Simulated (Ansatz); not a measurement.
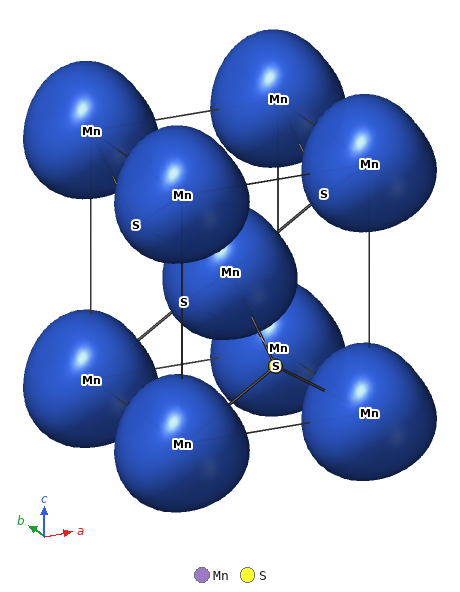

MnS. Isosurface of the magnetisation density (up minus down) at +0.05 e/Å³ (blue), seen at an oblique angle. Sticks mark near contacts.

Space group I-4m2; changed on purpose from its base cell (strain -0.1000 x Voigt [0, 1, 0, 0, 0, 0], atoms carried along); computed pressure about 10 GPa in this cell; spin-polarised.

These are results of DFT r2SCAN, scalar-relativistic, plane waves, PAW in Ansatz 0.2.0, not measurements.

```yaml
crystal:
  lattice:
    - [2.80000, 0.00000, 2.80000]
    - [-2.80000, 0.00000, 2.80000]
    - [0.00000, -5.04000, 0.00000]
  atoms:
    - { symbol: Mn, position: [0.00000, 0.00000, 0.00000] }
    - { symbol: Mn, position: [0.50000, 0.50000, 0.50000] }
    - { symbol: S, position: [0.00000, 0.50000, 0.75000] }
    - { symbol: S, position: [0.50000, 0.00000, 0.25000] }
```

Describe the spin distribution.

Answer. The spin density sits on Mn: +4.2 μB (×2) in one cell of 4 atoms, with smaller moments on other sites: S (up to +0.13 μB): parallel main moments, as they must be, since the calculation's own cell holds one magnetic site. The cell of the calculation (2 atoms) carries 5.0 μB of net spin moment.
